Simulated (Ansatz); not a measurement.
# Dielectric response of AlN (10-10) films, part 3 of 6

How well do thin wurtzite AlN (10-10) films screen a perpendicular field?

Ansatz 0.2.0; plane-wave DFT, PBE, Ansatz PAW (set soft_1); PAW set soft_1 (the session's first sound run).

So far. Step 6 (Response with the atoms held, 12 atoms, units 3): The induced dipole is that of a conductor 7.28 Å thick. Step 7 (Relaxing in the field, 12 atoms, field 0.05 V/Å): The dipole is 0.0352 e·Å, and the gap on the mesh 2.562 eV.

**8. Relaxing in the field, 12 atoms, field -0.05 V/Å**

The opposite sign, again from the field-free geometry; the difference of the two cancels what relaxes without a field.

File input.yaml:

```yaml
crystal:
  lattice:
    - [3.11, 0.0, 0.0]
    - [0.0, 4.98, 0.0]
    - [0.0, 0.0, 24.2844576801]
  atoms:
    - { symbol: Al, position: [0.0, 0.0242215539, 0.3802438943] }
    - { symbol: "N", position: [0.0, 0.3768407548, 0.3704905111] }
    - { symbol: Al, position: [0.5, 0.4927815103, 0.4027052271] }
    - { symbol: "N", position: [0.5, 0.8744124886, 0.4067071439] }
    - { symbol: Al, position: [0.5, -0.0017281108, 0.4836900743] }
    - { symbol: "N", position: [0.5, 0.379471748, 0.481025989] }
    - { symbol: Al, position: [0.0, 0.4982718942, 0.5163099195] }
    - { symbol: "N", position: [0.0, 0.879471757, 0.5189740186] }
    - { symbol: Al, position: [0.0, -0.0072184794, 0.5972947674] }
    - { symbol: "N", position: [0.0, 0.3744125012, 0.5932928655] }
    - { symbol: Al, position: [0.5, 0.5242215986, 0.6197561016] }
    - { symbol: "N", position: [0.5, 0.8768407835, 0.6295094876] }
kpoints:
  mp_grid: { grid: [8, 6, 1] }
hamiltonian:
  xc: pbe
  pseudopotentials: { kind: paw, azcp: { folder: soft_1 } }
scf:
  occupations: { method: fixed }
  convergence: { dr2_threshold: 1.0e-10 }
efield:
  axis: 3
  dipole_correction: true
  ramp_position: 0.97
  ramp_width: 0.06
  amplitude: -0.05
relax:
  f_tol: 0.0006
  max_steps: 70
output:
  write_potential: true
  write_density: true
  volumetric_format: npy
```

Started as:

```sh
$ ansatz run input.yaml --threads 4 --pin off --max-ram 8192MiB --backend cpu --events-out ev --progress --plain --runs-dir out
```

Numbers of over 12 decimals in the logs are rounded to 6 here.

Output:

```text
[...]
Crystal: 12 atoms, lattice volume = 376.113 Å³
Basis set: ecut = 420 eV, 7379 PW (Γ), exchange–correlation on 48×72×360 points (8 copies of the dense FFT grid, shifted against one another)
Bands: 36, of which v1, the nominal top of the filled ones, is band 24 counted from 1 (23 counted from 0)
Symmetry: 2 space group operations
k-points: 20 of 48 (time reversal used)
[...]
- { symbol: Al, position: [0.5, -0.00174091, 0.483653] }
    - { symbol: N, position: [0.5, 0.379462, 0.481060] }
    - { symbol: Al, position: [0.0, 0.498293, 0.516287] }
    - { symbol: N, position: [0.0, 0.879505, 0.518998] }
    - { symbol: Al, position: [0.0, -0.00710692, 0.597288] }
    - { symbol: N, position: [0.0, 0.374509, 0.593306] }
    - { symbol: Al, position: [0.5, 0.524426, 0.619697] }
    - { symbol: N, position: [0.5, 0.877002, 0.629570] }
[key lines of the parts left out:]
SCF converged after 6 iterations
Free energy (F): -5541.367721 eV
Fermi energy:    -1.308519 eV
Dipole field:    D = -0.016940 V/Å  (p = -0.035210 e·Å, saw-weighted, corrected)
```

The job ended after 27 s (4 threads of Arm Neoverse V1, shared host; peak memory 0.72 GiB).

No atom moved by 0.005 Å in the relaxation.

The relaxation took 4 steps and lowered the energy by 1.0e-4 eV; the largest force on the free atoms ends at 3.9e-4 eV/Å.

The dipole is -0.0352 e·Å, and the gap on the mesh 2.562 eV.

**9. Response with the atoms relaxed, 12 atoms, units 3**

This step: plane-wave DFT, PBE, Ansatz PAW (set soft_1); response to a field along the normal, atoms relaxed; PAW set soft_1 (Ansatz 0.2.0).

The two relaxed runs give the static response.

This step gave:

* equivalent conductor thickness p/(ε₀AE): 8.228 Å

Local field over the applied field, running mean. From the potentials at -0.05 and 0.05 V/Å; running mean over 2.693 Å, taken twice. Local field over applied field against z:

```csv
z (Å),local field over applied field
5,0.988
6,0.924
7,0.747
8,0.444
9,0.205
10,0.0769
11,0.0857
12,0.0937
13,0.0906
14,0.0803
15,0.158
16,0.360
17,0.668
18,0.881
19,0.980
20,0.997
```

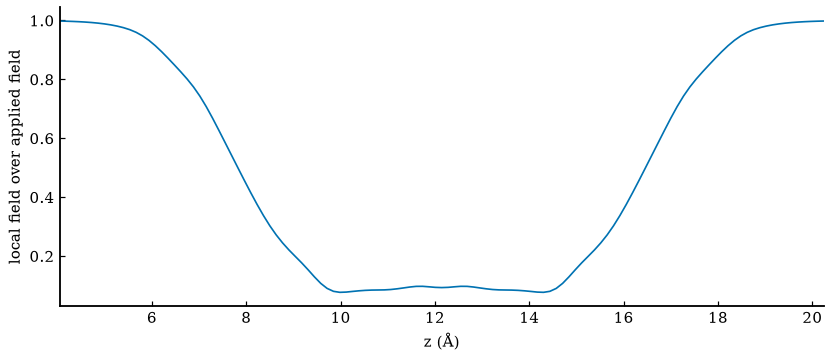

Local field over applied field against z.

The induced dipole is that of a conductor 8.23 Å thick.

**10. Relaxing the film, 16 atoms, units 4**

This step: plane-wave DFT, PBE, Ansatz PAW (set soft_1); PAW set soft_1 (Ansatz 0.2.0).

System of this step: AlN (10-10), 4 units. The cell holds 16 atoms: 8 Al and 8 N. Cell: a = 3.110 Å, b = 4.980 Å, c = 26.978 Å, α = 90.0°, β = 90.0°, γ = 90.0°. It derives from AlN (wurtzite AlN). Vacuum lies along c.

The next thickness, treated alike, so that differences show the interior and the faces cancel.

File input.yaml:

```yaml
crystal:
  lattice:
    - [3.11, 0.0, 0.0]
    - [0.0, 4.98, 0.0]
    - [0.0, 0.0, 26.9777966859]
  atoms:
    - { symbol: Al, position: [0.0, 0.0, 0.3336076739] }
    - { symbol: "N", position: [0.0, 0.382, 0.3336076739] }
    - { symbol: Al, position: [0.5, 0.5, 0.3668861391] }
    - { symbol: "N", position: [0.5, 0.882, 0.3668861391] }
    - { symbol: Al, position: [0.5, 0.0, 0.4334430696] }
    - { symbol: "N", position: [0.5, 0.382, 0.4334430696] }
    - { symbol: Al, position: [0.0, 0.5, 0.4667215348] }
    - { symbol: "N", position: [0.0, 0.882, 0.4667215348] }
    - { symbol: Al, position: [0.0, 0.0, 0.5332784652] }
    - { symbol: "N", position: [0.0, 0.382, 0.5332784652] }
    - { symbol: Al, position: [0.5, 0.5, 0.5665569304] }
    - { symbol: "N", position: [0.5, 0.882, 0.5665569304] }
    - { symbol: Al, position: [0.5, 0.0, 0.6331138609] }
    - { symbol: "N", position: [0.5, 0.382, 0.6331138609] }
    - { symbol: Al, position: [0.0, 0.5, 0.6663923261] }
    - { symbol: "N", position: [0.0, 0.882, 0.6663923261] }
kpoints:
  mp_grid: { grid: [8, 6, 1] }
hamiltonian:
  xc: pbe
  pseudopotentials: { kind: paw, azcp: { folder: soft_1 } }
scf:
  occupations: { method: fixed }
  convergence: { dr2_threshold: 1.0e-09 }
efield:
  axis: 3
  dipole_correction: true
  ramp_position: 0.97
  ramp_width: 0.06
relax:
  f_tol: 0.003
  max_steps: 100
output:
  write_potential: true
  write_density: true
  volumetric_format: npy
```

Output:

```text
[...]
Crystal: 16 atoms, lattice volume = 417.827 Å³
Basis set: ecut = 420 eV, 8189 PW (Γ), exchange–correlation on 48×72×384 points (8 copies of the dense FFT grid, shifted against one another)
Bands: 48, of which v1, the nominal top of the filled ones, is band 32 counted from 1 (31 counted from 0)
Symmetry: 2 space group operations
[...]
- { symbol: Al, position: [0.0, -0.00342257, 0.534398] }
    - { symbol: N, position: [0.0, 0.380048, 0.533313] }
    - { symbol: Al, position: [0.5, 0.500571, 0.565681] }
    - { symbol: N, position: [0.5, 0.880980, 0.567441] }
    - { symbol: Al, position: [0.5, -0.00745954, 0.637646] }
    - { symbol: N, position: [0.5, 0.375010, 0.634436] }
    - { symbol: Al, position: [0.0, 0.524752, 0.658544] }
    - { symbol: N, position: [0.0, 0.877521, 0.667011] }
[key lines of the parts left out:]
SCF converged after 5 iterations
Free energy (F): -7389.842428 eV
Fermi energy:    -0.430880 eV
Dipole field:    D = 0.000000 V/Å  (p = 0.000000 e·Å, saw-weighted, corrected)
Work function:   Φ+ = 5.6763 eV   Φ− = 5.6763 eV
```

The job ended after 72 s (4 threads; peak memory 0.89 GiB).

Relaxation path:

```csv
step,energy less that of the first step (eV),largest force component (eV/Å)
1,0.0000,1.8528
2,-0.6431,1.1510
3,-0.8864,0.8914
4,-0.9313,0.0941
5,-0.9336,0.0295
6,-0.9337,0.0063
7,-0.9337,0.0007
```

The run keeps the 2 symmetry operations that it works with, so distortions that break them were not tested.

The atoms that moved most (Å):

```csv
atom,dx,dy,dz,length
Al15,0.000,0.123,-0.212,0.245
Al1,0.000,0.123,0.212,0.245
Al3,0.000,-0.037,-0.122,0.128
Al13,0.000,-0.037,0.122,0.128
N4,0.000,-0.035,-0.036,0.050
N14,0.000,-0.035,0.036,0.050
Al9,0.000,-0.017,0.030,0.035
Al7,0.000,-0.017,-0.030,0.035
```

Final coordinates:

```cif
data_structure
_symmetry_space_group_name_H-M 'P 1'
_symmetry_Int_Tables_number 1
_cell_length_a 3.1100
_cell_length_b 4.9800
_cell_length_c 26.9778
_cell_angle_alpha 90.000
_cell_angle_beta 90.000
_cell_angle_gamma 90.000
_cell_volume 417.83
loop_
_atom_site_label
_atom_site_type_symbol
_atom_site_fract_x
_atom_site_fract_y
_atom_site_fract_z
_atom_site_occupancy
Al1 Al 0.00000 0.02475 0.34146 1
N2 N 0.00000 0.37752 0.33299 1
Al3 Al 0.50000 0.49254 0.36235 1
N4 N 0.50000 0.87501 0.36556 1
Al5 Al 0.50000 0.00057 0.43432 1
N6 N 0.50000 0.38098 0.43256 1
Al7 Al 0.00000 0.49658 0.46560 1
N8 N 0.00000 0.88005 0.46669 1
Al9 Al 0.00000 0.99658 0.53440 1
N10 N 0.00000 0.38005 0.53331 1
Al11 Al 0.50000 0.50057 0.56568 1
N12 N 0.50000 0.88098 0.56744 1
Al13 Al 0.50000 0.99254 0.63765 1
N14 N 0.50000 0.37501 0.63444 1
Al15 Al 0.00000 0.52475 0.65854 1
N16 N 0.00000 0.87752 0.66701 1
```

The relaxation took 7 steps and lowered the energy by 0.93 eV; the largest force on the free atoms ends at 7.3e-4 eV/Å.

The gap is 2.66 eV, with the valence edge 5.68 eV and the conduction edge 3.02 eV under the upper vacuum level.

**11. The relaxed film, single point, 16 atoms, units 4**

The next thickness, treated alike, so that differences show the interior and the faces cancel.

File input.yaml:

```yaml
crystal:
  lattice:
    - [3.11, 0.0, 0.0]
    - [0.0, 4.98, 0.0]
    - [0.0, 0.0, 26.9777966859]
  atoms:
    - { symbol: Al, position: [0.0, 0.0247520408, 0.3414562276] }
    - { symbol: "N", position: [0.0, 0.3775213196, 0.332989113] }
    - { symbol: Al, position: [0.5, 0.4925404595, 0.3623538536] }
    - { symbol: "N", position: [0.5, 0.8750100112, 0.3655639622] }
    - { symbol: Al, position: [0.5, 0.0005709399, 0.4343193995] }
    - { symbol: "N", position: [0.5, 0.3809801148, 0.432559272] }
    - { symbol: Al, position: [0.0, 0.4965774327, 0.4656018282] }
    - { symbol: "N", position: [0.0, 0.880047681, 0.4666869462] }
    - { symbol: Al, position: [0.0, -0.0034225674, 0.5343981727] }
    - { symbol: "N", position: [0.0, 0.3800476812, 0.5333130546] }
    - { symbol: Al, position: [0.5, 0.5005709402, 0.5656806012] }
    - { symbol: "N", position: [0.5, 0.8809801138, 0.5674407278] }
    - { symbol: Al, position: [0.5, -0.0074595393, 0.6376461461] }
    - { symbol: "N", position: [0.5, 0.3750100108, 0.6344360373] }
    - { symbol: Al, position: [0.0, 0.5247520407, 0.6585437721] }
    - { symbol: "N", position: [0.0, 0.8775213204, 0.6670108857] }
kpoints:
  mp_grid: { grid: [8, 6, 1] }
hamiltonian:
  xc: pbe
  pseudopotentials: { kind: paw, azcp: { folder: soft_1 } }
scf:
  occupations: { method: fixed }
  convergence: { dr2_threshold: 1.0e-09 }
efield:
  axis: 3
  dipole_correction: true
  ramp_position: 0.97
  ramp_width: 0.06
output:
  eigenvalues: true
  write_potential: true
  write_density: true
  volumetric_format: npy
  elf: true
```

Output:

```text
[...]
Crystal: 16 atoms, lattice volume = 417.827 Å³
Basis set: ecut = 420 eV, 8189 PW (Γ)
Bands: 48, of which v1, the nominal top of the filled ones, is band 32 counted from 1 (31 counted from 0)
Symmetry: 2 space group operations
k-points: 20 of 48 (time reversal used)
[...]
k-point 1: bands = [... 28 lower, -0.7761, -0.7234, -0.6855, -0.5574, 2.5254, 2.7151, 4.6582, 4.6756, ... 12 higher]
  k-point 2: bands = [... 28 lower, -0.8597, -0.8166, -0.6895, -0.5823, 2.8785, 2.9339, 4.4315, 4.8258, ... 12 higher]
  k-point 19: bands = [... 28 lower, -1.5435, -1.5435, -0.4327, -0.4327, 3.5837, 3.5837, 4.8865, 4.8865, ... 12 higher]
[key lines of the parts left out:]
SCF converged after 13 iterations
Free energy (F): -7389.842835 eV
Fermi energy:    -0.430831 eV
Dipole field:    D = -0.000002 V/Å  (p = -0.000004 e·Å, saw-weighted, corrected)
Work function:   Φ+ = 5.6762 eV   Φ− = 5.6761 eV
```

It took 20 s on 4 threads; peak memory 0.95 GiB; 77 s of CPU time.

The gap is 2.66 eV, with the valence edge 5.68 eV and the conduction edge 3.02 eV under the upper vacuum level.

**12. Single point, 16 atoms, units 4, field 0.05 V/Å**

input.yaml, as its differences from that of step 11:

```diff
@@ -29,3 +29,3 @@
   occupations: { method: fixed }
-  convergence: { dr2_threshold: 1.0e-09 }
+  convergence: { dr2_threshold: 1.0e-10 }
 efield:
@@ -35,4 +35,4 @@
   ramp_width: 0.06
+  amplitude: 0.05
 output:
-  eigenvalues: true
   write_potential: true
@@ -40,2 +40 @@
   volumetric_format: npy
-  elf: true
```

Output:

```text
[...]
Crystal: 16 atoms, lattice volume = 417.827 Å³
Basis set: ecut = 420 eV, 8189 PW (Γ)
Bands: 48, of which v1, the nominal top of the filled ones, is band 32 counted from 1 (31 counted from 0)
Symmetry: 2 space group operations
k-points: 20 of 48 (time reversal used)
[...]
k-point 0: bands = [... 28 lower, -0.7541, -0.6615, -0.6404, -0.5024, 2.2180, 2.5595, 4.4920, 4.9168, ... 12 higher]
  k-point 1: bands = [... 28 lower, -0.7966, -0.7025, -0.6967, -0.5459, 2.5094, 2.7303, 4.6422, 4.6861, ... 12 higher]
  k-point 2: bands = [... 28 lower, -0.8835, -0.7926, -0.7026, -0.5691, 2.8381, 2.9736, 4.4301, 4.8256, ... 12 higher]
  k-point 19: bands = [... 28 lower, -1.5795, -1.5069, -0.4766, -0.3889, 3.5413, 3.6255, 4.8805, 4.8909, ... 12 higher]
[key lines of the parts left out:]
SCF converged after 14 iterations
Free energy (F): -7389.843840 eV
Fermi energy:    -0.387123 eV
Dipole field:    D = 0.017410 V/Å  (p = 0.040200 e·Å, saw-weighted, corrected)
```

The job ended after 20 s (4 threads; peak memory 0.94 GiB; 76 s of CPU time).

The dipole is 0.0402 e·Å, and the gap on the mesh 2.605 eV.

**13. Single point, 16 atoms, units 4, field -0.05 V/Å**

input.yaml, as its differences from that of step 12:

```diff
@@ -35,3 +35,3 @@
   ramp_width: 0.06
-  amplitude: 0.05
+  amplitude: -0.05
 output:
```

Output:

```text
[...]
Crystal: 16 atoms, lattice volume = 417.827 Å³
Basis set: ecut = 420 eV, 8189 PW (Γ)
Bands: 48, of which v1, the nominal top of the filled ones, is band 32 counted from 1 (31 counted from 0)
Symmetry: 2 space group operations
k-points: 20 of 48 (time reversal used)
[...]
k-point 0: bands = [... 28 lower, -0.7541, -0.6615, -0.6404, -0.5024, 2.2180, 2.5595, 4.4920, 4.9168, ... 12 higher]
  k-point 1: bands = [... 28 lower, -0.7966, -0.7025, -0.6967, -0.5459, 2.5094, 2.7303, 4.6422, 4.6861, ... 12 higher]
  k-point 2: bands = [... 28 lower, -0.8835, -0.7926, -0.7026, -0.5691, 2.8381, 2.9736, 4.4301, 4.8256, ... 12 higher]
  k-point 19: bands = [... 28 lower, -1.5795, -1.5069, -0.4766, -0.3889, 3.5413, 3.6255, 4.8805, 4.8909, ... 12 higher]
[key lines of the parts left out:]
SCF converged after 14 iterations
Free energy (F): -7389.843840 eV
Fermi energy:    -0.387123 eV
Dipole field:    D = -0.017410 V/Å  (p = -0.040200 e·Å, saw-weighted, corrected)
```

Run time: 20 s. Hardware: 4 threads; peak memory 0.93 GiB; 79 s of CPU time.

The dipole is -0.0402 e·Å, and the gap on the mesh 2.605 eV.

**14. Response with the atoms held, 16 atoms, units 4**

This step: plane-wave DFT, PBE, Ansatz PAW (set soft_1); response to a field along the normal, atoms held; PAW set soft_1 (Ansatz 0.2.0).

Local field over the applied field, running mean. From the potentials at -0.05 and 0.05 V/Å; running mean over 2.693 Å, taken twice. Local field over applied field against z:

```csv
z (Å),local field over applied field
5,0.986
6,0.926
7,0.764
8,0.515
9,0.297
10,0.199
11,0.193
12,0.205
13,0.211
14,0.211
15,0.205
16,0.193
17,0.200
18,0.300
19,0.520
20,0.769
21,0.929
22,0.987
```

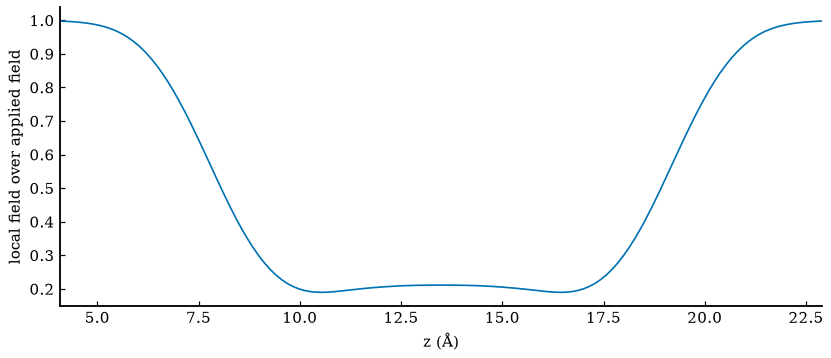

Local field over applied field against z.

The induced dipole is that of a conductor 9.39 Å thick.

(Part 3 of 6 ends here.)

[Logs are printed without paths, hosts, clocks, repeated set-up lines and the standing remarks that a program may print on its own settings, such as how far it seeks lower states.]

[Hosts, paths, dates, database ids (printed as entryN), source tags and the programs' standing remarks are cut or masked in the printed files.]

[Maps of the electrostatic potential energy from Ansatz leave out the sawtooth potential of an applied field or a dipole correction, so their vacuum need not be flat; planar profiles and work functions include it.]
